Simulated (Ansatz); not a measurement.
## Energy of Fe along an even scaling of the cell

System: Fe (Im-3m, 1 atom in the cell).
Method: Kohn-Sham DFT of a periodic cell, r2SCAN with D4, Ansatz PAW, spin-polarised (Ansatz 0.2.0).

The 7 runs differ only in the geometry, by an even scaling of the cell at fixed fractional positions. The structure derives from an entry of the Crystallography Open Database.

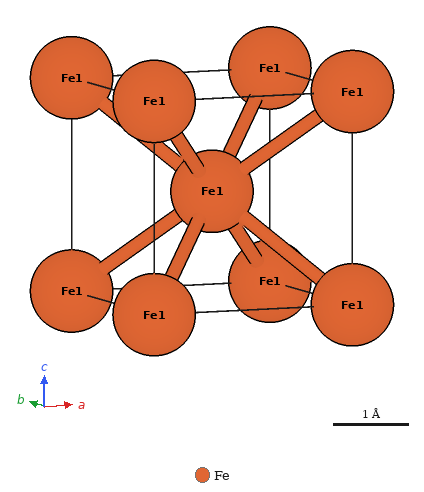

Figure 1. The structure of run 4 (ball-and-stick view of the cell 2 times as large as that of the calculation, set on its symmetry axes, seen slightly off an axis; atoms are numbered from 1 in the order of the input).

## Input of run 4
```yaml
crystal:
  lattice:
    - [-1.443, 1.443, 1.443]
    - [1.443, -1.443, 1.443]
    - [1.443, 1.443, -1.443]
  atoms:
    - { symbol: Fe, position: [0.0, 0.0, 0.0], spin: 3.0 }
hamiltonian:
  xc: r2scan
  pseudopotentials: { kind: paw }
  dispersion: d4
magnetization:
  spin_polarized: true
kpoints:
  mp_grid: { grid: [13, 13, 13] }
scf:
  occupations: { method: fermi_dirac, width: 0.05 }
output:
  forces: true
  stress: true
  eigenvalues: true
```

Command:
```bash
ansatz run input.yaml --threads 2 --pin off --max-ram 5120MiB --backend cpu --events-out ev --progress --plain --runs-dir out
```

Run 2 differs from it as follows:
```diff
-    - [-1.443, 1.443, 1.443]
-    - [1.443, -1.443, 1.443]
-    - [1.443, 1.443, -1.443]
+    - [-1.4234976093, 1.4234976093, 1.4234976093]
+    - [1.4234976093, -1.4234976093, 1.4234976093]
+    - [1.4234976093, 1.4234976093, -1.4234976093]
```

## Results, with one run withheld

```csv
run,volume per atom (Å³),"free energy per atom, from the lowest run given (meV)",pressure (GPa)
1,11.298,8.79,7.60
2,11.538,?,?
3,11.778,0.00,−1.52
4,12.019,5.23,−5.36
5,12.259,15.79,−8.63
6,12.499,31.00,−11.60
7,12.740,50.45,−14.28
```

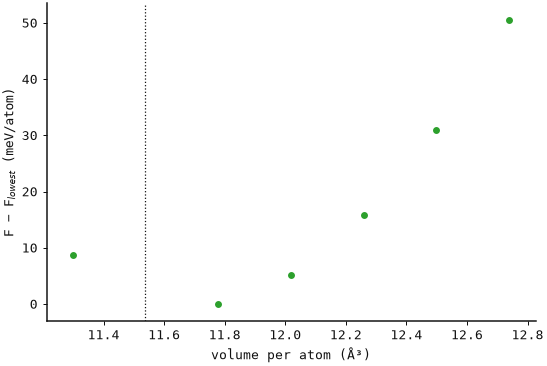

Figure 2. Free energy per atom of the runs given; the dotted line marks run 2.

What should run 2 give?

A cubic polynomial in V^(−2/3) (the Birch–Murnaghan form), fitted to the 6 runs given, misses them by at most 0.02 meV per atom. With x = V^(−2/3) − 0.18991 Å⁻², it reads F = 7.5489 − 3737.5 x + 4.3209e+05 x² + 1.6036e+06 x³ (meV per atom). At run 2 it gives 0.92 meV per atom, and the run itself gives 0.96. The slope of the fit gives a pressure −dF/dV of 2.83 GPa there, and the run prints 2.87 GPa. The fit has its minimum at 11.691 Å³ per atom, where V d²F/dV² gives 208 GPa: the bulk modulus at this level, since symmetry fixes the shape and the positions.

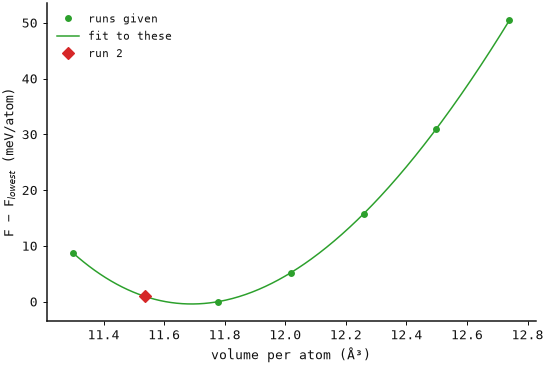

Figure 3. The fit and the withheld run.

## Output, shortened to warnings, some set-up lines, iterations and results (run 2)
```
Basis set: ecut = 500 eV, 321 PW (Γ), exchange–correlation on 72×72×72 points (64 copies of the dense FFT grid, shifted against one another)
Symmetry: 48 space group operations
k-points: 84 of 2197
Initial density: superposition of atomic densities (chi_scale 0.1, normalization cell)
[...]
SCF iter   1: F=—  HF=-4485.715231 eV  |F-HF|=—  |Δ(HF+E_count)|=         —  Δρ=8.47e-2 (↑3.70e-2 ↓8.47e-2)  dr2=1.09e0  dr2_τ=5.59e-3  dr2_m=8.75e-2  M=2.732 μB ∫|m|=2.823 …
SCF iter   2: F=—  HF=-4485.495680 eV  |F-HF|=—  |Δ(HF+E_count)|=   2.20e-1  Δρ=2.86e-2 (↑2.86e-2 ↓1.47e-2)  dr2=1.84e-2  dr2_τ=3.27e-3  dr2_m=4.13e-2  M=2.687 μB ∫|m|=2.924 …
SCF iter   3: F=—  HF=-4485.682875 eV  |F-HF|=—  |Δ(HF+E_count)|=         —  Δρ=9.96e-3 (↑9.96e-3 ↓6.43e-3)  dr2=6.52e-3  dr2_τ=2.78e-4  dr2_m=2.18e-3  M=2.673 μB ∫|m|=2.949 …
SCF iter   4: F=—  HF=-4485.819220 eV  |F-HF|=—  |Δ(HF+E_count)|=   1.36e-1  Δρ=5.82e-3 (↑5.82e-3 ↓5.26e-3)  dr2=4.62e-3  dr2_τ=1.91e-4  dr2_m=7.76e-5  M=2.665 μB ∫|m|=2.958 …
SCF iter   5: F=—  HF=-4485.935595 eV  |F-HF|=—  |Δ(HF+E_count)|=   1.16e-1  Δρ=4.12e-3 (↑3.53e-3 ↓4.12e-3)  dr2=2.90e-3  dr2_τ=9.48e-5  dr2_m=4.07e-5  M=2.656 μB ∫|m|=2.961 …
SCF iter   6: F=—  HF=-4486.015042 eV  |F-HF|=—  |Δ(HF+E_count)|=   7.94e-2  Δρ=1.80e-3 (↑1.80e-3 ↓1.35e-3)  dr2=7.83e-4  dr2_τ=9.62e-6  dr2_m=3.65e-5  M=2.646 μB ∫|m|=2.961 …
SCF iter   7: F=—  HF=-4486.015687 eV  |F-HF|=—  |Δ(HF+E_count)|=   6.45e-4  Δρ=1.05e-3 (↑1.05e-3 ↓6.94e-4)  dr2=1.76e-5  dr2_τ=1.25e-6  dr2_m=6.88e-5  M=2.645 μB ∫|m|=2.961 …
SCF iter   8: F=—  HF=-4486.015617 eV  |F-HF|=—  |Δ(HF+E_count)|=   6.90e-5  Δρ=1.53e-4 (↑1.32e-4 ↓1.53e-4)  dr2=2.15e-6  dr2_τ=7.36e-8  dr2_m=8.75e-7  M=2.646 μB ∫|m|=2.961 …
SCF iter   9: F=—  HF=-4486.015723 eV  |F-HF|=—  |Δ(HF+E_count)|=   1.05e-4  Δρ=4.46e-5 (↑4.46e-5 ↓4.05e-5)  dr2=3.12e-7  dr2_τ=8.26e-9  dr2_m=1.19e-8  M=2.646 μB ∫|m|=2.961 …
SCF iter  10: F=—  HF=-4486.015718 eV  |F-HF|=—  |Δ(HF+E_count)|=   4.37e-6  Δρ=2.90e-5 (↑2.90e-5 ↓2.41e-5)  dr2=6.40e-8  dr2_τ=3.73e-9  dr2_m=3.80e-9  M=2.646 μB ∫|m|=2.961 …
SCF iter  11: F=—  HF=-4486.015726 eV  |F-HF|=—  |Δ(HF+E_count)|=   7.23e-6  Δρ=7.29e-6 (↑7.29e-6 ↓7.29e-6)  dr2=2.86e-9  dr2_τ=1.35e-10  dr2_m=3.31e-9  M=2.646 μB ∫|m|=2.961 …
SCF iter  12: F=—  HF=-4486.015726 eV  |F-HF|=—  |Δ(HF+E_count)|=   5.28e-7  Δρ=5.72e-6 (↑5.72e-6 ↓3.29e-6)  dr2=5.42e-9  dr2_τ=2.29e-11  dr2_m=1.95e-10  M=2.646 μB …
SCF iter  13: F=-4486.015726 eV  HF=-4486.015726 eV  |F-HF|=1.23e-8  |Δ(HF+E_count)|=   4.03e-8  Δρ=8.76e-6 (↑8.76e-6 ↓7.68e-6)  dr2=2.09e-8  dr2_τ=3.37e-11  dr2_m=4.76e-11  …
SCF 1 converged in 13 iterations: F = -4486.015726 eV  dr2 = 2.09e-8
this state was not tested for a lower state beside it, because the mixer in use, unlike msr1, does not test its closes by its own steps (another_mixer; see scf.mixing.algorithm and scf.lower_state_search)
SCF converged after 13 iterations
Magnetization: 2.6455 μB (9.3228 up, 6.6772 down)
Absolute magnetization: 2.9616 μB (∫|ρ↑−ρ↓|, with the PAW one-centre terms)
Spin contamination: 0.1193 ħ² per cell (⟨S²⟩ above its minimum at these occupations)
Per-site moments (μB) at R_I (Å): [(2.794848009025906, 1.0170477008011778)]
Free energy (F): -4486.015726 eV
Harris-Foulkes:  -4486.015726 eV  (|F-HF|=1.23e-8)
Internal energy: -4486.010811 eV  (E = F + TS)
E sigma→0 (E₀):  -4486.013269 eV
Entropy (-TS):   -0.004915 eV (-4.915 meV/atom)
Fermi energy:    18.126973 eV
--- Per-component energies (eV) ---
  E_band       = -238.323205
  E_kinetic    = 349.199904
  E_local      = -2086.156817  (includes V_loc(G=0)·N_el)
  E_nonlocal   = 223.181092
  E_hartree    = 876.619433
  E_xc         = -113.091722
  E_vxc        = -167.876022  (∫ρ·V_xc dr)
  E_paw        = -1379.302892  (= ΣΔE_a)
  E_vpaw       = -321.977918  (= ΣTr[D̂ρ^β])
  E_aug_tail   = 0.000256  (compensation charges beyond the density's cutoff)
  E_vtau       = 12.076144  (kinetic-family band-sum trace: ∫τ·v_τ [+ j·A + Jᵃ·Aᵃ] dr)
  E_ewald      = -2356.052411
  E_disp       = -0.118180  (pairwise vdW)
  E_core_change = -0.289475  (= ΣΔE_core)
  E_smearing   = -0.004915  (= −TS)
  E_closure    = -0.000000  (closes the sum)
  Σ components = -4486.015726   (vs F -4486.015726, Δ=0.00e0)
--- Forces (eV/Å), atoms counted from 1 ---
  atom   1  Fe    -0.00000000    -0.00000000     0.00000000
  max |Σ_I F_I| component: 1.25e-31 eV/Å
--- Stress (GPa, compression-positive) ---
        2.871793       0.000000      -0.000000
       -0.000000       2.871793      -0.000000
       -0.000000       0.000000       2.871793
  P = ⅓ Tr σ = 2.8718 GPa (28.718 kbar)
```

Warnings of the run: the state was not tested for a lower one. Points of doubt noted for this run: state may lie high.
